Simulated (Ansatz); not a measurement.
# GaAs: optical spectrum from first principles, part 2 of 2

What colour and refractive index does GaAs have at this level of theory?

Ansatz 0.2.0; DFT, PBE, plane-wave PAW, default files, scalar-relativistic, independent-particle optical response without local fields.

So far. Step 2 (Ground state and bands): There is a gap, 0.51 eV on the path, so no carriers' term is needed. The cell is left with a pressure of 3.3 GPa, as it stands unrelaxed at this level.

## Step 3: Spectrum

With the density converged, the vertical transitions are summed over the zone.

This step: DFT, PBE, plane-wave PAW, default files, scalar-relativistic, independent-particle optical response without local fields (Ansatz 0.2.0).

Contents of input.yaml:

```yaml
crystal:
  lattice:
    - [0.0, 2.82685, 2.82685]
    - [2.82685, 0.0, 2.82685]
    - [2.82685, 2.82685, 0.0]
  atoms:
    - { symbol: As, position: [0.75, 0.75, 0.75] }
    - { symbol: Ga, position: [0.0, 0.0, 0.0] }
kpoints:
  mp_grid: { grid: [7, 7, 7] }
scf:
  occupations: { method: fixed }
hamiltonian:
  xc: pbe
  pseudopotentials: { kind: paw }
output:
  optics:
    e_range: [0, 22]
    de: 0.05
    sigma: 0.15
    nscf_kmesh: { grid: [12, 12, 12] }
    bands: { spectra_wanted_up_to: 22 }
```

Started as:

```
ansatz run input.yaml --threads 4 --pin off --max-ram 8192MiB --backend cpu --events-out ev --progress --plain --runs-dir out
```

Numbers of over 12 decimals in the logs are rounded to 6 here.

What it wrote:

```text
[...]
Crystal: 2 atoms, lattice volume = 45.179 Å³
Basis set: ecut = 420 eV, 893 PW (Γ)
Bands: 18, of which v1, the nominal top of the filled ones, is band 14 counted from 1 (13 counted from 0)
Symmetry: 24 space group operations
[...]
k-points: 20 of 343 (time reversal used)
[...]
SCF iter   1: F=—  HF=-8639.829289 eV  |F-HF|=—  |Δ(HF+E_count)|=         —  Δρ=1.65e-3  dr2=2.05e-3  ethr=1.77e-3  ⟨swp⟩=4.8  Hψ=1488  notcnv=0  defer=33
[...]
SCF iter   8: F=-8639.828238 eV  HF=-8639.828238 eV  |F-HF|=2.73e-11  |Δ(HF+E_count)|=  1.35e-10  Δρ=2.02e-7  dr2=8.40e-12  ethr=1.00e-12  ⟨swp⟩=3.0  Hψ=1533  notcnv=0
SCF 1 converged in 8 iterations: F = -8639.828238 eV  dr2 = 8.40e-12
[...]
NSCF: frozen V_eff on 72 k-points
[...]
output.optics: what the bands over the 41 summed would add to eps1, eps2 and the energy-loss function is held between a lower and an upper bound (6 Lanczos steps). eps1, eps2 and their loss function (loss_summed_bands) are given on every row as the summed bands alone make them. Along an axis, on a row where the two bounds hold the loss function to about 1 % of the greater of itself and 0.5 % of |1/eps|, its cell (loss_completed) is given, with the completed eps1 and eps2 that it is formed of (a cell that is left empty reads nan in the table and null in the record). The two bounds hold it so along every axis on all 441 rows up to 22.000 eV. [rest of the remark cut]
SCF converged after 8 iterations
Free energy (F): -8639.828238 eV
[...]
Internal energy: -8639.828238 eV  (E = F + TS)
E sigma→0 (E₀):  -8639.828238 eV
Fermi energy:    8.186365 eV
[...]
--- Band table (eV; the first three rows and the last of 20) ---
  k-point 0: bands = [... 10 lower, -4.5414, 8.1864, 8.1864, 8.1864, 8.7012, 11.9238, 11.9238, 11.9238]
  k-point 1: bands = [... 10 lower, -4.3039, 5.9024, 7.8905, 7.8905, 9.8150, 12.3563, 12.3563, 12.5737]
  k-point 2: bands = [... 10 lower, -3.6593, 3.4901, 7.3937, 7.3937, 9.5334, 12.8585, 12.8585, 14.7254]
  k-point 19: bands = [... 10 lower, -2.0632, 1.6116, 4.3822, 5.4189, 11.4985, 13.4049, 14.2025, 14.8818]
```

Wall time 8.2 s (4 threads of Intel Xeon Platinum 8488C (Sapphire Rapids), shared host); peak memory 0.83 GiB.

Read-outs, printed or worked out from the files:

```
electronic dielectric constant ε∞, mean over x, y and z (by symmetry where fewer were run)                                                          : 14.21
absorption onset, first axis (α over 10⁴ cm⁻¹, or the direct gap if that lies higher)                                                               : 0.7018 eV
main peak of Im epsilon, first axis                                                                                                                 : 4.238 eV
centre of weight of the strongest loss peak in the window                                                                                           : 15.76 eV
photocurrent from vertical transitions in a film 500 nm thick on a perfect mirror (two passes), AM1.5G, no front reflection, all carriers collected : 58.73 mA/cm²
least direct gap on the mesh                                                                                                                        : 0.5148 eV
bands summed                                                                                                                                        : 41
spectra valid up to                                                                                                                                 : 33.92 eV
program's estimate of the k-sum error in Im epsilon                                                                                                 : 0.13 %
electrons in the f-sum                                                                                                                              : 10.69
```

The Im ε, any direction has structure finer than the step of the table below, so its rows give means over 1 eV, whole bins alone (the curve runs from 0 to 22 eV). Peaks (eV: height): 2.3: 16.4, 4.2: 34.4.

The Im ε, any direction by photon energy; means over each step:

| photon energy (eV) | Im ε, any direction |
| --- | --- |
| 1 | 1.53 |
| 2 | 8.69 |
| 3 | 11.7 |
| 4 | 22.7 |
| 5 | 12.3 |
| 6 | 8.33 |
| 7 | 3.96 |
| 8 | 2.42 |
| 9 | 1.95 |
| 10 | 1.23 |
| 11 | 0.869 |
| 12 | 0.560 |
| 13 | 0.443 |
| 14 | 0.355 |
| 15 | 0.273 |
| 16 | 0.243 |
| 17 | 0.250 |
| 18 | 0.199 |
| 19 | 0.229 |
| 20 | 0.214 |
| 21 | 0.172 |

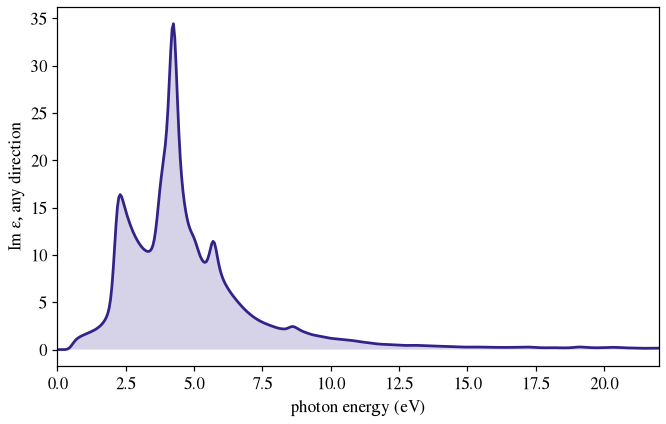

Im ε, any direction against photon energy.

Table of Re ε, any direction by photon energy:

| photon energy (eV) | Re ε, any direction |
| --- | --- |
| 0 | 14.2 |
| 1 | 15.4 |
| 2 | 22.9 |
| 3 | 10.3 |
| 4 | 15.0 |
| 5 | -5.92 |
| 6 | -6.69 |
| 7 | -4.71 |
| 8 | -3.02 |
| 9 | -2.50 |
| 10 | -1.79 |
| 11 | -1.35 |
| 12 | -0.879 |
| 13 | -0.512 |
| 14 | -0.313 |
| 15 | -0.0835 |
| 16 | 0.0761 |
| 17 | 0.225 |
| 18 | 0.305 |
| 19 | 0.430 |
| 20 | 0.453 |
| 21 | 0.445 |
| 22 | 0.534 |

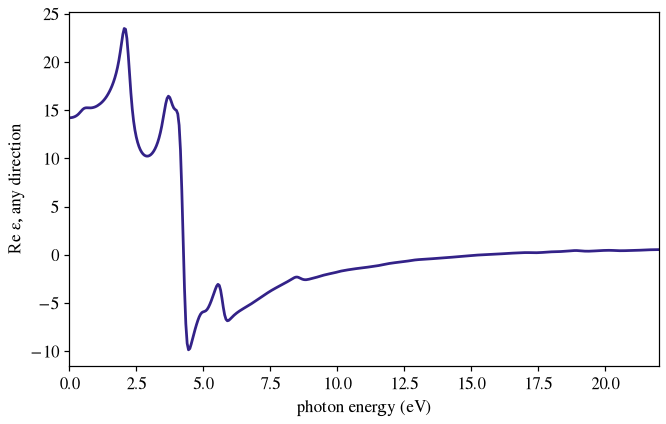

Re ε, any direction, plotted against photon energy.

Table of loss function −Im 1/ε at q → 0, any direction by energy loss; read off at these points:

| energy loss (eV) | loss function −Im 1/ε at q → 0, any direction |
| --- | --- |
| 0.0 | 0 |
| 1.0 | 0.00664 |
| 2.0 | 0.0119 |
| 3.0 | 0.0484 |
| 4.0 | 0.0304 |
| 5.0 | 0.0676 |
| 6.0 | 0.0736 |
| 7.0 | 0.104 |
| 8.0 | 0.160 |
| 9.0 | 0.193 |
| 10.0 | 0.258 |
| 11.0 | 0.337 |
| 12.0 | 0.513 |
| 13.0 | 0.968 |
| 14.0 | 1.58 |
| 15.0 | 3.44 |
| 15.7 | 3.90 |
| 16.0 | 3.75 |
| 17.0 | 2.21 |
| 18.0 | 1.51 |
| 19.0 | 1.03 |
| 19.3 | 1.26 |
| 20.0 | 0.832 |
| 21.0 | 0.747 |
| 22.0 | 0.492 |

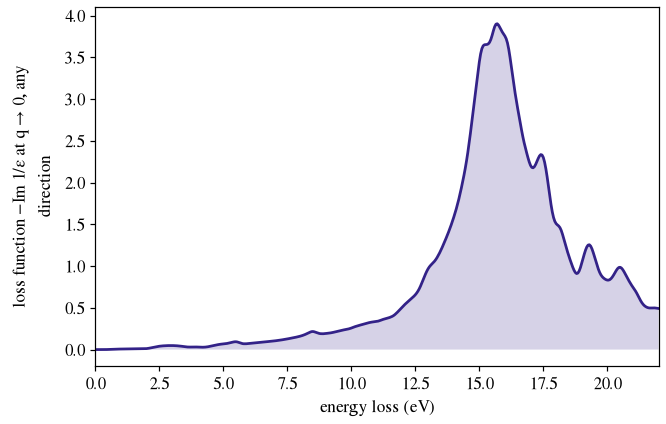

Loss function −Im 1/ε at q → 0, any direction, plotted against energy loss.

The reflectivity at normal incidence, any direction has structure finer than the step of the table below, so its rows give means over 2 eV, whole bins alone (the curve runs from 0 to 22 eV). Peaks (eV: height): 2.2: 46.9, 4.5: 65.0, 7.0: 62.0, 11.7: 58.9.

Table of reflectivity at normal incidence, any direction by photon energy; means over each step:

| photon energy (eV) | reflectivity at normal incidence, any direction (%) |
| --- | --- |
| 2 | 40.7 |
| 4 | 51.4 |
| 6 | 58.5 |
| 8 | 57.6 |
| 10 | 56.9 |
| 12 | 55.9 |
| 14 | 43.7 |
| 16 | 21.4 |
| 18 | 8.63 |
| 20 | 4.88 |

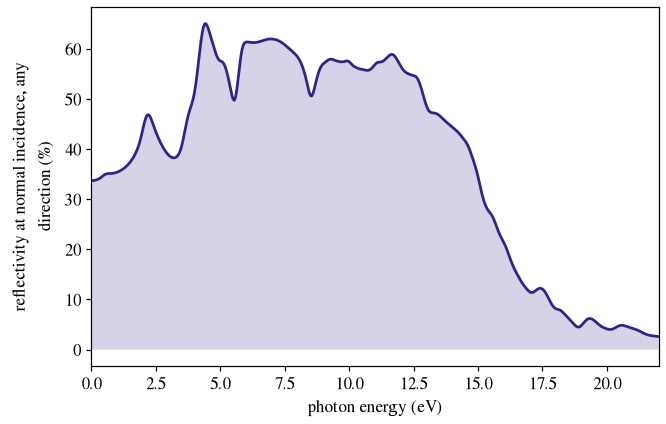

Reflectivity at normal incidence, any direction against photon energy.

Values under 1 per cm are given as 1. Absorption coefficient, any direction against photon energy:

| photon energy (eV) | absorption coefficient, any direction (1/cm) |
| --- | --- |
| 0.00 | 1 |
| 2.00 | 1.4e5 |
| 4.00 | 1.0e6 |
| 6.00 | 1.8e6 |
| 8.00 | 1.5e6 |
| 10.00 | 1.4e6 |
| 12.00 | 1.2e6 |
| 14.00 | 8.9e5 |
| 16.00 | 4.8e5 |
| 18.00 | 3.2e5 |
| 20.00 | 3.0e5 |
| 22.00 | 2.3e5 |

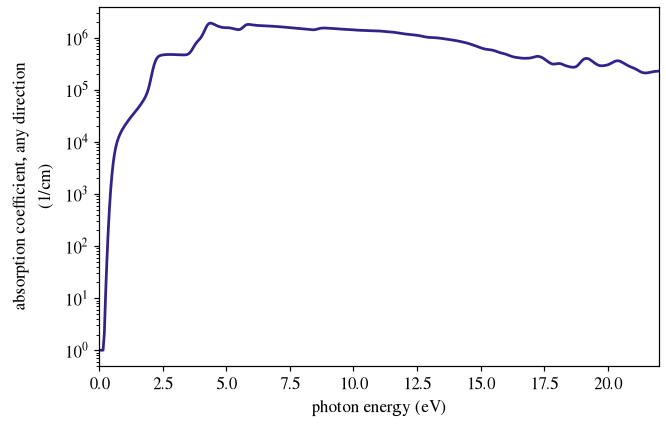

Absorption coefficient, any direction, plotted against photon energy.

From ε follow the optical constants at some laser and lamp lines:

| wavelength (nm) | n | k | R (%) | 1/α |
| --- | --- | --- | --- | --- |
| 1550 | 3.91 | 0.167 | 35.2 | 737 nm |
| 1064 | 3.97 | 0.227 | 35.8 | 373 nm |
| 633 | 4.74 | 0.590 | 43.1 | 85 nm |
| 532 | 4.38 | 1.855 | 45.9 | 23 nm |
| 365 | 3.81 | 1.371 | 39.1 | 21 nm |
| 308 | 4.65 | 2.619 | 52.1 | 9.4 nm |
| 248 | 1.91 | 3.094 | 57.6 | 6.4 nm |

Rows near the edge hang on the gap, which this functional as a rule makes too small, and phonon-assisted absorption is left out.

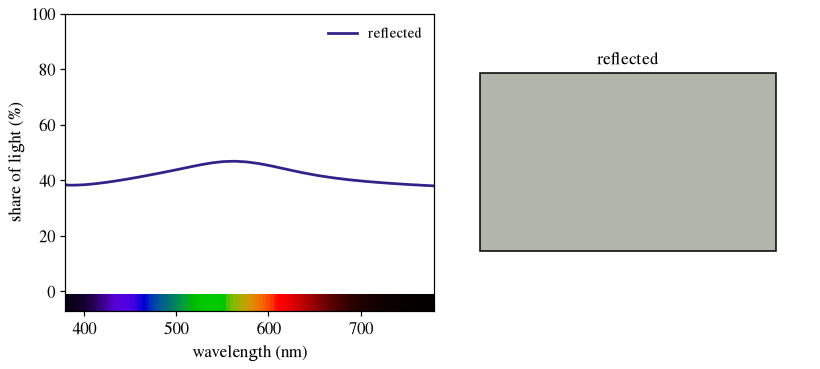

Light reflected across the visible range, with the colour that it makes of daylight (sRGB).

In reflection the computed colour is faintly yellow-green: x = 0.319, y = 0.344, luminous reflectivity 45 %.

The f-sum over the summed bands holds 10.7 of the cell's 28 electrons outside the frozen cores, 20 of which lie in bands more than 12 eV below the Fermi level, whose transitions come at higher energies. Up to 22 eV the strength has a mean oscillator energy of 4.4 eV, close to the main peak.

## Step 4: Static response with local fields

A static field by perturbation theory: the induced potential is included, and the Born charges come with it.

This step: DFT, PBE, plane-wave PAW, default files, scalar-relativistic, static field response by perturbation theory with local fields (Ansatz 0.2.0).

input.yaml, the sections that differ from step 3:

```yaml
dielectric: {}
# crystal, kpoints, scf, hamiltonian: as in step 3
# output: removed
```

What it wrote:

```text
[...]
Crystal: 2 atoms, lattice volume = 45.179 Å³
Basis set: ecut = 420 eV, 893 PW (Γ), exchange–correlation on 54×54×54 points (8 copies of the dense FFT grid, shifted against one another)
Bands: 18, of which v1, the nominal top of the filled ones, is band 14 counted from 1 (13 counted from 0)
Symmetry: 24 space group operations
k-points: 64 of 343 (irreducible under 4 space group operations, time reversal used)
[...]
SCF iter   1: F=—  HF=-8639.829308 eV  |F-HF|=—  |Δ(HF+E_count)|=         —  Δρ=1.66e-3  dr2=2.06e-3  ethr=1.77e-3  ⟨swp⟩=4.8  Hψ=4817  notcnv=0  defer=114
[...]
SCF iter   7: F=-8639.828241 eV  HF=-8639.828241 eV  |F-HF|=1.06e-10  |Δ(HF+E_count)|=   1.15e-8  Δρ=3.16e-7  dr2=3.73e-11  ethr=1.00e-12  ⟨swp⟩=3.0  Hψ=4674  notcnv=0
SCF 1 converged in 7 iterations: F = -8639.828241 eV  dr2 = 3.73e-11
[...]
DFPT response loops at Γ: preconditioner auto → none (the input reference at scf.mixing.eps_inf says where Resta's filter doesn't serve); β = 0.50; Broyden in place of MSR1
── the response to a field inside a basis, on 10×10×10 k-points: an SCF that follows is theirs, and a resumed run solves both again ──
Bands: 15, of which v1, the nominal top of the filled ones, is band 14 counted from 1 (13 counted from 0)
k-points: 110
[...]
Eigensolver: Dense (110 Hₖ)
SCF iter   1: F=—  HF=-8639.836234 eV  |F-HF|=—  |Δ(HF+E_count)|=         —  Δρ=3.11e-4  dr2=6.14e-5  ethr=1.00e-1
[...]
SCF iter   4: F=-8639.836220 eV  HF=-8639.836220 eV  |F-HF|=8.10e-8  |Δ(HF+E_count)|=   1.91e-7  Δρ=1.10e-5  dr2=4.85e-8  ethr=3.82e-9
SCF 1 converged in 4 iterations: F = -8639.836220 eV  dr2 = 4.85e-8
[...]
SCF converged after 7 iterations
Free energy (F): -8639.828241 eV
[...]
Internal energy: -8639.828241 eV  (E = F + TS)
E sigma→0 (E₀):  -8639.828241 eV
Fermi energy:    8.186369 eV
[...]
--- Band table (eV; the first three rows and the last of 64) ---
  k-point 0: bands = [... 10 lower, -4.5414, 8.1864, 8.1864, 8.1864, 8.7012, 11.9238, 11.9238, 11.9238]
  k-point 1: bands = [... 10 lower, -4.3039, 5.9024, 7.8905, 7.8905, 9.8150, 12.3563, 12.3563, 12.5737]
  k-point 2: bands = [... 10 lower, -3.6593, 3.4901, 7.3937, 7.3937, 9.5334, 12.8585, 12.8585, 14.7254]
  k-point 63: bands = [... 10 lower, -2.5671, 2.1091, 4.4561, 6.6411, 10.7526, 14.0698, 14.4490, 14.7052]
--- Dielectric response (ions clamped): 3 representative field directions + reference, inside a basis on a mesh of 1000 k-points (Σ response iterations 15) ---
  ε∞ (high-frequency dielectric tensor):
       13.671630    -0.000000     0.000000
       -0.000000    13.671630     0.000000
        0.000000     0.000000    13.671630
  Born effective charges Z* (e; rows j = field, columns β = displacement):
    site 0:
        -2.11823   -0.00000   -0.00000
         0.00000   -2.11823   -0.00000
        -0.00000    0.00000   -2.11823
    site 1:
         2.11823    0.00000    0.00000
        -0.00000    2.11823    0.00000
         0.00000   -0.00000    2.11823
  Z* charge neutrality: 2.336e-4 e pre-enforcement
  solved inside a basis spanned on kpoints, on 10×10×10 k-points transformed towards the longest dipole: ε∞ is read to err by 3.9e-2, Z* by 1.6e-2 e (field_mesh: kpoints solves on kpoints); Z* is corrected for what the basis lacks
```

The job ended after 10 s (4 threads; peak memory 0.73 GiB).

Read-outs, printed or worked out from the files:

| Item | Value |
| --- | --- |
| electronic dielectric constant ε∞, mean over x, y and z (by symmetry where fewer were run) | 13.67 |

ε∞ with local fields:

```
13.67  0.00  0.00
 0.00 13.67  0.00
 0.00  0.00 13.67
```

Diagonal elements. Born, by row:

| atom | Z*xx (e) | Z*yy (e) | Z*zz (e) |
| --- | --- | --- | --- |
| As1 | -2.118 | -2.118 | -2.118 |
| Ga2 | 2.118 | 2.118 | 2.118 |

Mean Born charges are As -2.12 and Ga +2.12, against formal valences of -3 and +3. They fall short of the ionic values, as in covalent bonds.

## Step 5: Results

| Item | Value |
| --- | --- |
| gap on the path | 0.515 eV |
| least direct gap on the path | 0.515 eV |
| electronic dielectric constant ε∞, mean over x, y and z (by symmetry where fewer were run) (independent particles) | 14.2 |
| absorption onset, first axis (α over 10⁴ cm⁻¹, or the direct gap if that lies higher) | 0.702 eV |
| main peak of Im epsilon, first axis | 4.24 eV |
| centre of weight of the strongest loss peak in the window, first axis | 15.8 eV |
| photocurrent from vertical transitions in a film 500 nm thick on a perfect mirror (two passes), AM1.5G, no front reflection, all carriers collected | 58.7 mA/cm² |
| electronic dielectric constant ε∞, mean over x, y and z (by symmetry where fewer were run) (static response with local fields) | 13.7 |

In words: At this level (PBE, independent particles) GaAs has ε∞ = 14.2 (13.7 with local fields) and n = 3.91 at 1550 nm; absorption sets in near 0.7 eV, and Im ε peaks at 4.2 eV. The gap on the path is direct, 0.51 eV. The absorption coefficient passes 10⁴ cm⁻¹ at 0.70 eV, in the infrared, so it absorbs across the visible. The strongest loss structure up to 22 eV has its centre of weight at 15.8 eV; a free-electron gas of the 10.7 electrons in the f-sum would put its plasmon at 18.1 eV. Distinct maxima of Im ε, read by a parabola through the highest points, lie at 2.30 eV (16), 4.24 eV (34) and 5.71 eV (11). The f-sum over the summed bands holds 10.7 of the cell's 28 electrons outside the frozen cores, 20 of which lie in bands more than 12 eV below the Fermi level, whose transitions come at higher energies. Up to 22 eV the strength has a mean oscillator energy of 4.4 eV, close to the main peak. In reflection the computed colour is faintly yellow-green: x = 0.319, y = 0.344, luminous reflectivity 45 %. With local fields and the functional's kernel the static response is 13.7 against 14.2 for independent particles (-4 %). In the base spectrum excitons and phonon-assisted transitions are missing, and so are local fields; PBE gaps are as a rule too small, which pulls the onset down and ε∞ up. In the base run ε includes the program's bounded estimate of what the bands above those summed add.

Calculation against experiment:

| quantity | measured | PBE |
| --- | --- | --- |
| band gap (direct gap) (eV) | 1.412 | 0.51 (-0.90 eV) |

Measured values from arxiv:0805.2212 (2008).

Verdict: The band gap is off by -0.90 eV: a clear miss. Local and semilocal functionals usually give gaps below the measured ones. Zero-point and thermal motion shift the measured gap. No cell relaxation is part of this session.

[Logs are printed without paths, hosts, clocks, repeated set-up lines and the standing remarks that a program may print on its own settings, such as how far it seeks lower states.]

[Hosts, paths, dates, database ids (printed as entryN), source tags and the programs' standing remarks are cut or masked in the printed files.]
